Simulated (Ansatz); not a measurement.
**Geometry relaxation, with input and output: WS2 (part 2 of 2)**

Continued. System: WS2 (Fm-3m, 3 atoms in the cell). Method: DFT, PBE, plane waves, PAW, no spin polarisation (Ansatz 0.2.0); cutoff 420 eV, 6×6×6 k-mesh, Fermi–Dirac smearing of 0.02 eV. The structure was built on a prototype by a generator.

Geometry of the input (Å; fractional positions):
```
0.0000  3.3889  3.3889
3.3889  0.0000  3.3889
3.3889  3.3889  0.0000
W  0.0000  0.0000  0.0000
S  0.2500  0.2500  0.2500
S  0.7500  0.7500  0.7500
```

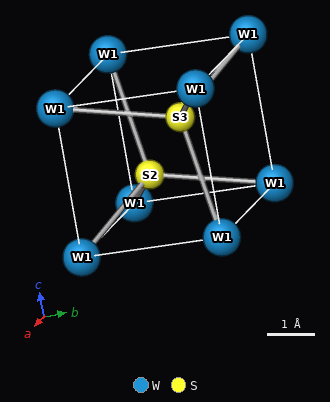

**Figure 1.** The geometry at step 2 of the log (ball-and-stick view of the cell of the calculation, seen slightly off an axis; atoms are numbered from 1 in the order of the input).

## Log, continued
```
SCF iter   1: F=—  HF=-12188.876012 eV  |F-HF|=—  |Δ(HF+E_count)|=         —  Δρ=1.05e-2  dr2=8.81e-2  ethr=3.40e-4  ⟨swp⟩=1.0  Hψ=1708  notcnv=0
preconditioner: auto → Kerker (q_TF=auto, 2.460 Å⁻¹)  [metal: Δε(μ)=0.016 eV  Ē_g=8.530 eV  σ=0.020 eV  W_gap=0.19  n_scr=14 (ndim 8)  ℏωp=22.6 eV  f_vac=0.004  D(μ)=5.27/eV (n_scr^D=64)]
SCF iter   2: F=—  HF=-12188.861605 eV  |F-HF|=—  |Δ(HF+E_count)|=   1.44e-2  Δρ=6.30e-3  dr2=3.47e-2  ethr=3.39e-4  ⟨swp⟩=1.7  Hψ=287  notcnv=0
SCF iter   3: F=—  HF=-12188.852350 eV  |F-HF|=—  |Δ(HF+E_count)|=   9.26e-3  Δρ=1.32e-3  dr2=1.57e-3  ethr=1.34e-4  ⟨swp⟩=2.2  Hψ=396  notcnv=0
SCF iter   4: F=—  HF=-12188.852835 eV  |F-HF|=—  |Δ(HF+E_count)|=   4.86e-4  Δρ=4.31e-4  dr2=1.14e-4  ethr=6.02e-6  ⟨swp⟩=2.1  Hψ=419  notcnv=0
SCF iter   5: F=—  HF=-12188.853041 eV  |F-HF|=—  |Δ(HF+E_count)|=   2.06e-4  Δρ=9.47e-5  dr2=3.95e-6  ethr=4.37e-7  ⟨swp⟩=2.0  Hψ=411  notcnv=0
SCF iter   6: F=-12188.853060 eV  HF=-12188.853060 eV  |F-HF|=5.18e-7  |Δ(HF+E_count)|=   1.83e-5  Δρ=1.47e-5  dr2=6.53e-8  ethr=1.15e-9  ⟨swp⟩=3.9  Hψ=1208  notcnv=0
SCF 4 converged in 6 iterations: F = -12188.853060 eV  dr2 = 6.53e-8
relax step   4: F+E_penalty+E_count = -12188.85306018 eV  Δ(F+E_penalty+E_count) = -2.799e-1 eV  max|allowed force component| = 1.665e-16 eV/Å  Δτ_max = 0.0000 Å  P = +7.471 GPa  Ω = 48.437 Å³  energy of the carried Pulay correction = +2.374e-3 eV  (6 SCF iters, dr2 threshold 3.00e-7 eV, accepted)
Crystal: 3 atoms, lattice volume = 50.692 Å³
Basis set: ecut = 420 eV, 965 PW (Γ), exchange–correlation on 72×72×72 points (8 copies of the dense FFT grid, shifted against one another)
iter 1 solved again at ethr=3.80e-5 eV; its pass at ethr=3.10e-3 eV (dr2=9.87e-3 eV) is discarded
SCF iter   1: F=—  HF=-12188.903725 eV  |F-HF|=—  |Δ(HF+E_count)|=         —  Δρ=3.13e-3  dr2=8.79e-3  ethr=3.80e-5  ⟨swp⟩=1.3  Hψ=1704  notcnv=0
preconditioner: auto → LDOS  [metal: Δε(μ)=0.015 eV  Ē_g=8.305 eV  σ=0.020 eV  W_gap=0.18  n_scr=14 (ndim 8)  ℏωp=22.1 eV  f_vac=0.019  D(μ)=6.52/eV (n_scr^D=112)  β→1.0]
SCF iter   2: F=—  HF=-12188.901459 eV  |F-HF|=—  |Δ(HF+E_count)|=   2.27e-3  Δρ=1.24e-3  dr2=5.48e-4  ethr=3.38e-5  ⟨swp⟩=2.3  Hψ=411  notcnv=0
SCF iter   3: F=—  HF=-12188.901675 eV  |F-HF|=—  |Δ(HF+E_count)|=   2.15e-4  Δρ=5.90e-4  dr2=3.72e-4  ethr=2.11e-6  ⟨swp⟩=2.2  Hψ=422  notcnv=0
SCF iter   4: F=—  HF=-12188.901633 eV  |F-HF|=—  |Δ(HF+E_count)|=   4.16e-5  Δρ=2.49e-4  dr2=3.88e-5  ethr=1.43e-6  ⟨swp⟩=1.7  Hψ=314  notcnv=0
SCF iter   5: F=—  HF=-12188.901626 eV  |F-HF|=—  |Δ(HF+E_count)|=   7.34e-6  Δρ=9.81e-5  dr2=7.93e-6  ethr=1.49e-7  ⟨swp⟩=2.9  Hψ=456  notcnv=0
SCF iter   6: F=—  HF=-12188.901625 eV  |F-HF|=—  |Δ(HF+E_count)|=   1.18e-6  Δρ=2.52e-5  dr2=4.56e-7  ethr=3.05e-8  ⟨swp⟩=2.7  Hψ=414  notcnv=0
SCF iter   7: F=-12188.901625 eV  HF=-12188.901625 eV  |F-HF|=5.85e-9  |Δ(HF+E_count)|=   5.84e-8  Δρ=2.72e-6  dr2=1.87e-9  ethr=1.15e-9  ⟨swp⟩=4.9  Hψ=950  notcnv=0
SCF 5 converged in 7 iterations: F = -12188.901625 eV  dr2 = 1.87e-9
relax step   5: F+E_penalty+E_count = -12188.90162455 eV  Δ(F+E_penalty+E_count) = -4.856e-2 eV  max|allowed force component| = 1.388e-16 eV/Å  Δτ_max = 0.0000 Å  P = -0.217 GPa  Ω = 50.692 Å³  energy of the carried Pulay correction = +2.154e-3 eV  (7 SCF iters, dr2 threshold 3.00e-7 eV, accepted)
Crystal: 3 atoms, lattice volume = 50.622 Å³
iter 1 solved again at ethr=3.52e-8 eV; its pass at ethr=3.10e-3 eV (dr2=9.15e-6 eV) is discarded
SCF iter   1: F=—  HF=-12188.901681 eV  |F-HF|=—  |Δ(HF+E_count)|=         —  Δρ=9.35e-5  dr2=7.82e-6  ethr=3.52e-8  ⟨swp⟩=2.0  Hψ=1566  notcnv=0
preconditioner: auto → LDOS  [metal: Δε(μ)=0.016 eV  Ē_g=8.295 eV  σ=0.020 eV  W_gap=0.20  n_scr=14 (ndim 8)  ℏωp=22.1 eV  f_vac=0.015  D(μ)=6.28/eV (n_scr^D=88)  β→1.0]
SCF iter   2: F=—  HF=-12188.901680 eV  |F-HF|=—  |Δ(HF+E_count)|=   8.03e-7  Δρ=3.72e-5  dr2=4.78e-7  ethr=3.01e-8  ⟨swp⟩=2.4  Hψ=368  notcnv=0
SCF iter   3: F=—  HF=-12188.901680 eV  |F-HF|=—  |Δ(HF+E_count)|=   1.74e-7  Δρ=1.77e-5  dr2=3.32e-7  ethr=4.54e-10  ⟨swp⟩=4.8  Hψ=958  notcnv=0
SCF iter   4: F=-12188.901680 eV  HF=-12188.901680 eV  |F-HF|=2.35e-8  |Δ(HF+E_count)|=   3.81e-8  Δρ=7.28e-6  dr2=3.36e-8  ethr=4.54e-10  ⟨swp⟩=3.7  Hψ=1007  notcnv=0
SCF 6 converged in 4 iterations: F = -12188.901680 eV  dr2 = 3.36e-8
relax step   6: F+E_penalty+E_count = -12188.90168030 eV  Δ(F+E_penalty+E_count) = -5.575e-5 eV  max|allowed force component| = 2.159e-16 eV/Å  Δτ_max = 0.0000 Å  P = -0.005 GPa  Ω = 50.622 Å³  energy of the carried Pulay correction = +2.161e-3 eV  (4 SCF iters, dr2 threshold 1.18e-7 eV, accepted)
Basis set: ecut = 420 eV, 965 PW (Γ), exchange–correlation on 60×60×60 points (8 copies of the dense FFT grid, shifted against one another)
Initial wavefunctions: pseudopotential atomic-orbital guess (no wavefunctions were taken with the density)
iter 1 solved again at ethr=6.44e-8 eV; its pass at ethr=3.10e-3 eV (dr2=1.68e-5 eV) is discarded
SCF iter   1: F=—  HF=-12188.900046 eV  |F-HF|=—  |Δ(HF+E_count)|=         —  Δρ=3.26e-4  dr2=6.70e-6  ethr=6.44e-8  ⟨swp⟩=3.0  Hψ=2262  notcnv=0
preconditioner: auto → LDOS  [metal: Δε(μ)=0.016 eV  Ē_g=8.295 eV  σ=0.020 eV  W_gap=0.20  n_scr=14 (ndim 8)  ℏωp=22.1 eV  f_vac=0.014  D(μ)=6.29/eV (n_scr^D=88)  β→1.0]
SCF iter   2: F=—  HF=-12188.900033 eV  |F-HF|=—  |Δ(HF+E_count)|=   1.31e-5  Δρ=3.04e-5  dr2=2.28e-7  ethr=2.58e-8  ⟨swp⟩=2.9  Hψ=462  notcnv=0
SCF iter   3: F=—  HF=-12188.900033 eV  |F-HF|=—  |Δ(HF+E_count)|=   1.09e-7  Δρ=9.80e-6  dr2=6.50e-8  ethr=8.77e-10  ⟨swp⟩=2.1  Hψ=479  notcnv=0
SCF iter   4: F=—  HF=-12188.900033 eV  |F-HF|=—  |Δ(HF+E_count)|=   1.32e-8  Δρ=5.50e-6  dr2=2.15e-8  ethr=2.50e-10  ⟨swp⟩=2.5  Hψ=407  notcnv=0
SCF iter   5: F=—  HF=-12188.900033 eV  |F-HF|=—  |Δ(HF+E_count)|=   2.33e-9  Δρ=1.67e-6  dr2=1.79e-9  ethr=8.27e-11  ⟨swp⟩=1.9  Hψ=307  notcnv=0
SCF iter   6: F=—  HF=-12188.900033 eV  |F-HF|=—  |Δ(HF+E_count)|=  3.24e-10  Δρ=3.61e-7  dr2=1.32e-10  ethr=6.88e-12  ⟨swp⟩=2.6  Hψ=442  notcnv=0
SCF iter   7: F=-12188.900033 eV  HF=-12188.900033 eV  |F-HF|=3.64e-12  |Δ(HF+E_count)|=  1.64e-11  Δρ=3.94e-8  dr2=7.93e-13  ethr=1.00e-12  ⟨swp⟩=6.3  Hψ=1251  notcnv=0
SCF 7 converged in 7 iterations: F = -12188.900033 eV  dr2 = 7.93e-13
relax step   7: F+E_penalty+E_count = -12188.90003315 eV  Δ(F+E_penalty+E_count) = +1.647e-3 eV  max|allowed force component| = 2.467e-16 eV/Å  Δτ_max = 0.0000 Å  P = -0.010 GPa  Ω = 50.622 Å³  stress off target by 1.04e-2 GPa  SCF on the basis re-selected at this cell (its energy is not comparable with the rows above)  (7 SCF iters)
basis re-selected at this cell: Δ(F+E_penalty+E_count) = +1.647e-3 eV, ΔP = -0.005 GPa vs the last step (what re-selecting the basis moved, of the pressure what is left beyond the Pulay correction that the steps carried, after the strain that the cell walked since its last selection, with what the two solves' SCF thresholds leave and, on support functions, any second-order correction that the steps lacked; it is no measure of the basis error at this ecutwfc). The dense FFT grid was sized anew with the basis: this SCF ran on 30×30×30 points, the steps before it on 36×36×36, so part of this shift can come from that change (see relax.cell in the input reference). This SCF's stress stands 1.04e-2 GPa from its target on what of the cell is left free (relax.cell.stress_tol is 5.00e-2 GPa) and its largest allowed force component is 2.47e-16 eV/Å (relax.f_tol is 5.00e-3 eV/Å): within both
SCF converged after 7 iterations
Free energy (F): -12188.900033 eV
Harris-Foulkes:  -12188.900033 eV  (|F-HF|=3.64e-12)
Internal energy: -12188.892571 eV  (E = F + TS)
E sigma→0 (E₀):  -12188.896302 eV
Entropy (-TS):   -0.007462 eV (-2.487 meV/atom)
Fermi energy:    12.729743 eV
--- Per-component energies (eV) ---
  E_band       = -153.679667
  E_kinetic    = 665.424500
  E_local      = -1182.265260  (includes V_loc(G=0)·N_el)
  E_nonlocal   = 58.607210
  E_hartree    = 426.798257
  E_xc         = -461.072198
  E_vxc        = -413.792636  (∫ρ·V_xc dr)
  E_paw        = -9763.263161  (= ΣΔE_a)
  E_vpaw       = -135.249932  (= ΣTr[D̂ρ^β])
  E_aug_tail   = -0.000049  (compensation charges beyond the density's cutoff)
  E_ewald      = -1933.121870
  E_smearing   = -0.007462  (= −TS)
  E_closure    = -0.000000  (closes the sum)
  Σ components = -12188.900033   (vs F -12188.900033, Δ=0.00e0)
--- Forces (eV/Å), atoms counted from 1 ---
  atom   1  W      0.00000000     0.00000000    -0.00000000
  atom   2  S      0.00000000     0.00000000     0.00000000
  atom   3  S     -0.00000000    -0.00000000     0.00000000
  max |Σ_I F_I| component: 6.48e-17 eV/Å
--- Stress (GPa, compression-positive) ---
       -0.010371       0.000000       0.000000
        0.000000      -0.010371       0.000000
        0.000000       0.000000      -0.010371
  P = ⅓ Tr σ = -0.0104 GPa (-0.104 kbar)
--- Relaxed structure (6 steps of the walk, 6 accepted, 1 SCFs on fresh bases) ---
  F+E_penalty+E_count = -12188.90003315 eV   max|allowed force component| = 2.467e-16 eV/Å   (the final SCF, on the basis selected at the relaxed cell)
  cell:  # Å, volume = 50.6217 Å³
    - [-3.391606235738066e-34, 2.936087884670109, 2.936087884670109]
    - [2.936087884670109, -7.165374657840039e-35, 2.936087884670109]
    - [2.936087884670109, 2.936087884670109, -7.515673748520997e-34]
  atoms:
    - { symbol: W, position: [4.938209912597788e-35, -1.4015438922767548e-34, -5.244073064027422e-35] }
    - { symbol: S, position: [0.24999999999999997, 0.24999999999999997, 0.24999999999999997] }
    - { symbol: S, position: [0.75, 0.75, 0.75] }
```

## Trajectory as extended XYZ (Å, eV, eV/Å), 7 frames, from step=1 to step=7
```
3
Lattice="0.0000 3.3889 3.3889 3.3889 0.0000 3.3889 3.3889 3.3889 0.0000" Properties=species:S:1:pos:R:3:forces:R:3 step=1 energy=-12185.77863 pressure_GPa=-24.42
W     0.0000    0.0000    0.0000    0.0000   0.0000   0.0000
S     1.6944    1.6944    1.6944    0.0000   0.0000   0.0000
S     5.0833    5.0833    5.0833    0.0000   0.0000   0.0000
3
Lattice="0.0000 3.2236 3.2236 3.2236 0.0000 3.2236 3.2236 3.2236 0.0000" Properties=species:S:1:pos:R:3:forces:R:3 step=2 energy=-12187.39486 pressure_GPa=-22.60
W     0.0000    0.0000    0.0000    0.0000   0.0000   0.0000
S     1.6118    1.6118    1.6118    0.0000   0.0000   0.0000
S     4.8355    4.8355    4.8355    0.0000   0.0000   0.0000
3
Lattice="0.0000 3.0584 3.0584 3.0584 0.0000 3.0584 3.0584 3.0584 0.0000" Properties=species:S:1:pos:R:3:forces:R:3 step=3 energy=-12188.57312 pressure_GPa=-14.25
W     0.0000    0.0000    0.0000    0.0000   0.0000   0.0000
S     1.5292    1.5292    1.5292    0.0000   0.0000   0.0000
S     4.5877    4.5877    4.5877    0.0000   0.0000   0.0000
3
Lattice="0.0000 2.8932 2.8932 2.8932 0.0000 2.8932 2.8932 2.8932 0.0000" Properties=species:S:1:pos:R:3:forces:R:3 step=4 energy=-12188.85306 pressure_GPa=7.47
W     0.0000    0.0000    0.0000    0.0000   0.0000   0.0000
S     1.4466    1.4466    1.4466    0.0000   0.0000   0.0000
S     4.3398    4.3398    4.3398    0.0000   0.0000   0.0000
3
Lattice="0.0000 2.9375 2.9375 2.9375 0.0000 2.9375 2.9375 2.9375 0.0000" Properties=species:S:1:pos:R:3:forces:R:3 step=5 energy=-12188.90163 pressure_GPa=-0.22
W     0.0000    0.0000    0.0000    0.0000   0.0000   0.0000
S     1.4687    1.4687    1.4687    0.0000   0.0000   0.0000
S     4.4062    4.4062    4.4062    0.0000   0.0000   0.0000
3
Lattice="0.0000 2.9361 2.9361 2.9361 0.0000 2.9361 2.9361 2.9361 0.0000" Properties=species:S:1:pos:R:3:forces:R:3 step=6 energy=-12188.90168 pressure_GPa=-0.01
W     0.0000    0.0000    0.0000    0.0000   0.0000   0.0000
S     1.4680    1.4680    1.4680    0.0000   0.0000   0.0000
S     4.4041    4.4041    4.4041    0.0000   0.0000   0.0000
3
Lattice="0.0000 2.9361 2.9361 2.9361 0.0000 2.9361 2.9361 2.9361 0.0000" Properties=species:S:1:pos:R:3:forces:R:3 step=7 energy=-12188.90003 pressure_GPa=-0.01
W     0.0000    0.0000    0.0000    0.0000   0.0000   0.0000
S     1.4680    1.4680    1.4680    0.0000   0.0000   0.0000
S     4.4041    4.4041    4.4041    0.0000   0.0000   0.0000
```

## Results in brief

| quantity | value |
| --- | --- |
| outcome | converged |
| space group (tolerance 0.01 Å) | Fm-3m (225) |
| electrons treated | 26 |
| free energy | −12188.9000 eV |
| Fermi energy | 12.730 eV |
| pressure | −0.01 GPa |
| final volume | 50.62 Å³ |
| largest force (length of the vector) at the end | under 0.001 eV/Å |
| final cell | a = 4.152 Å, b = 4.152 Å, c = 4.152 Å, α = 60.00°, β = 60.00°, γ = 60.00° |
| hardware | 2 threads of Intel Xeon (Granite Rapids), 192 GiB of memory available, shared host |
| wall time | 4.6 s (CPU time 8.1 s) |
| peak memory | 0.41 GiB |

## Remarks

Spin–orbit coupling is left out, which matters for W.
